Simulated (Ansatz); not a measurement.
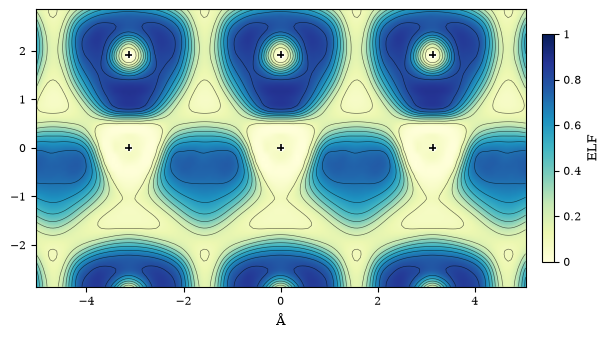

The electron localisation function on a plane through atoms (crosses mark nuclei in the plane).

Method: Ansatz 0.2.0, DFT PBE, scalar-relativistic, plane waves, PAW.

Candidates:
A. Si2W, a = 3.23 Å, b = 3.23 Å, c = 7.87 Å, α = 90.00°, β = 90.00°, γ = 90.00°. Space group I4/mmm; a structure from a database of computed crystals, not necessarily the ambient phase.
B. Si, a = 5.47 Å, b = 5.47 Å, c = 5.47 Å, α = 90.00°, β = 90.00°, γ = 90.00°. Space group Fd-3m; a structure from a database of computed crystals, not necessarily the ambient phase.
C. AlN, a = 3.13 Å, b = 3.13 Å, c = 5.02 Å, α = 90.00°, β = 90.00°, γ = 120.00°. Space group P6₃mc.

Which candidate gave the map?

Answer. Candidate C: AlN on the (010) plane of the conventional cell, which holds Al and N. Al–N (1.91 Å): the ELF peaks at about 0.90 in the valence shell of N, 0.7 Å from its nucleus, and is about 0.85 at the midpoint.
